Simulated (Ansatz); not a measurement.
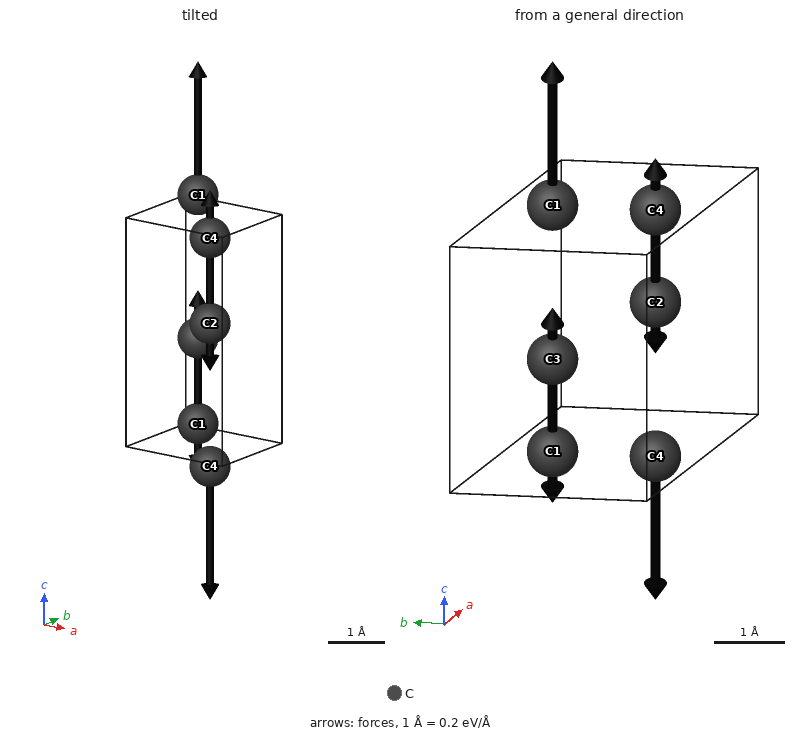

A spheres-only rendering, viewed slightly off an axis and from a general direction. Atoms at the boundary of the simulation cell (the box) are drawn once for each face, edge or corner they touch. The arrows are the computed forces on the atoms.

System: C. The numbers come from Ansatz 0.2.0, DFT PBE, scalar-relativistic, plane waves, PAW, using a kinetic-energy cutoff of 420 eV, 12×12×6 k-points, Gaussian smearing of 0.05 eV, no spin polarisation.

Does the picture show a structure at its energy minimum?

Answer. No. The atoms still feel forces of up to about 0.42 eV/Å, far above a usual threshold of 0.01 to 0.03 eV/Å.

Which atom feels the largest force?

Answer. All C atoms, about 0.42 eV/Å.

It derives from an entry, possibly a prediction, of the Crystallography Open Database. The cell was then strained or its atoms displaced on purpose. It was the input of a calculation with Ansatz.
